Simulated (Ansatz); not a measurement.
Consider Si$_{3}$Ni.

```cif
data_structure
_symmetry_space_group_name_H-M 'P 1'
_symmetry_Int_Tables_number 1
_cell_length_a 5.9093
_cell_length_b 5.9093
_cell_length_c 5.9093
_cell_angle_alpha 90.000
_cell_angle_beta 90.000
_cell_angle_gamma 90.000
_cell_volume 206.35
loop_
_atom_site_label
_atom_site_type_symbol
_atom_site_fract_x
_atom_site_fract_y
_atom_site_fract_z
_atom_site_occupancy
Si1 Si 0.25000 0.25000 0.25000 1
Si2 Si 0.75000 0.75000 0.25000 1
Si3 Si 0.75000 0.25000 0.75000 1
Si4 Si 0.25000 0.75000 0.75000 1
Si5 Si 0.75000 0.25000 0.25000 1
Si6 Si 0.25000 0.75000 0.25000 1
Si7 Si 0.25000 0.25000 0.75000 1
Si8 Si 0.75000 0.75000 0.75000 1
Si9 Si 0.50000 0.00000 0.00000 1
Si10 Si 0.00000 0.50000 0.00000 1
Si11 Si 0.00000 0.00000 0.50000 1
Si12 Si 0.50000 0.50000 0.50000 1
Ni1 Ni 0.00000 0.00000 0.00000 1
Ni2 Ni 0.50000 0.50000 0.00000 1
Ni3 Ni 0.50000 0.00000 0.50000 1
Ni4 Ni 0.00000 0.50000 0.50000 1
```

Space group Fm-3m; started from the BiF3 (D0_3) prototype, which need not be the ambient phase; the program warned that a starting moment wasn't kept; spin-polarised, but the moments vanished.

Theory: Ansatz, DFT PBEsol, scalar-relativistic, plane waves, PAW.

Q: What can the converged valence pseudo-density and electron localisation function tell about the bonding?

A: Si–Si (2.56 Å): ρ is about 0.34 e/Å³ halfway; the ELF peaks at about 0.70 between the atoms.
Si–Ni (2.56 Å): ρ is about 0.32 e/Å³ halfway; the ELF peaks at about 0.75 in the valence shell of Si, 0.9 Å from its nucleus, and is about 0.45 at the midpoint.
Si–Ni (2.95 Å): the density is about 0.21 e/Å³ at the midpoint; the ELF peaks at about 0.65 in the valence shell of Si, 0.9 Å from its nucleus, and drops to about 0.15 between the two atoms.

Q: Does the calculation give a band gap?

A: It is gapless in this calculation (a metal or semimetal).

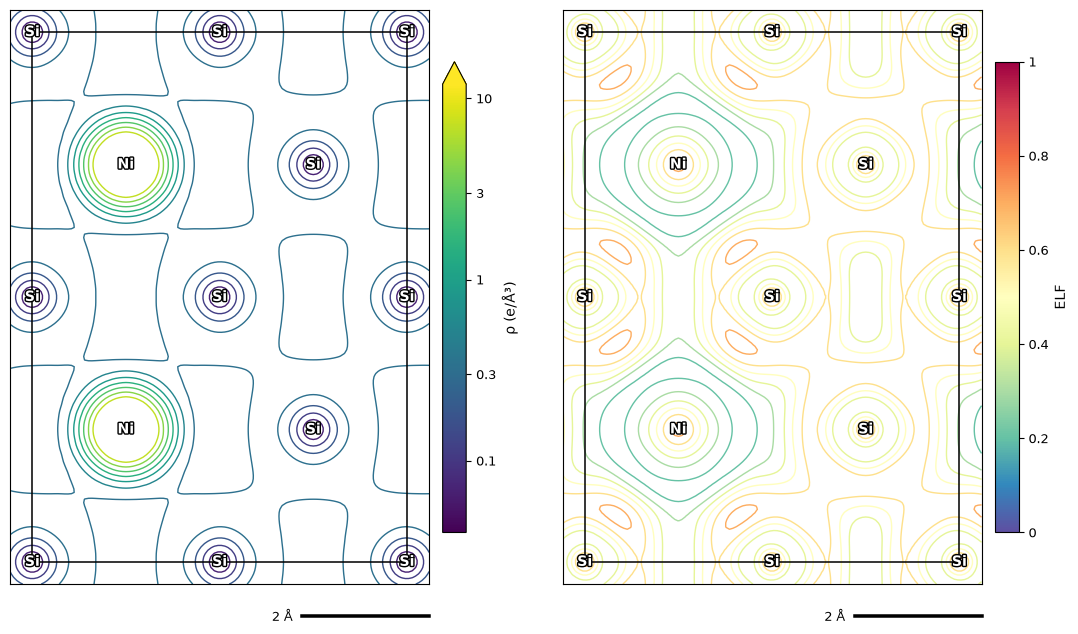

Computed valence pseudo-density and electron localisation function on the (011) plane of the conventional cell, in this order. 

Core electrons are frozen (PAW), and the valence fields are smoothed inside the atomic spheres.
